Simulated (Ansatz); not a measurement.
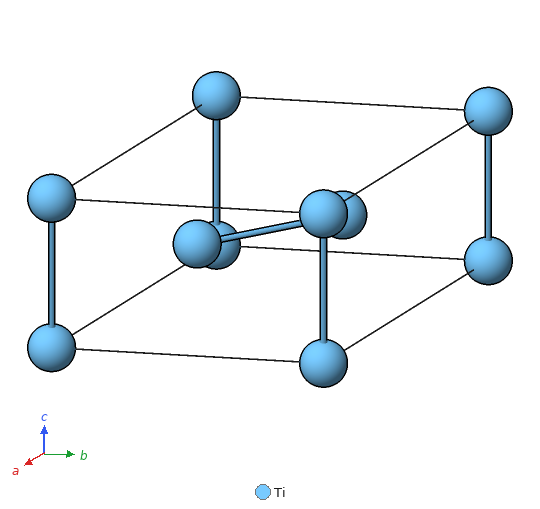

Ti, space group P6/mmm (No. 191), a = 4.627 Å, b = 4.627 Å, c = 2.857 Å, α = 90.00°, β = 90.00°, γ = 120.00°

```csv
site,Wyckoff,x,y,z
Ti1,1a,0.0000,0.0000,0.0000
Ti2,2d,0.3333,0.6667,0.5000
```

Source: the end point of a relaxation at fixed volume with DFT PBE, scalar-relativistic, plane waves, PAW in Ansatz.

> How is the cell volume shared among the sites in a plain Voronoi partition?

| site | faces above 1 % of the sphere | volume (Å³) | solid angle by neighbour (%) |
| --- | --- | --- | --- |
| Ti1 | 14 | 18.14 | Ti 100 |
| Ti2 | 11 | 17.42 | Ti 100 |

Weighted by multiplicity the volumes add up to the cell volume, 53.0 Å³.

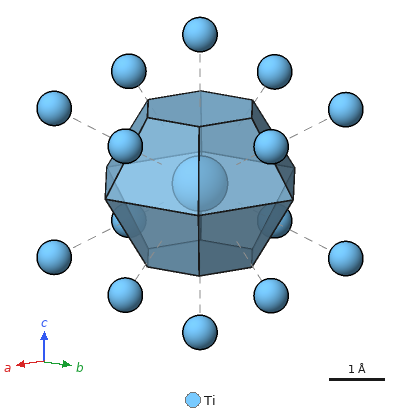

The computed Voronoi cell of Ti1, with the neighbours that bound it.
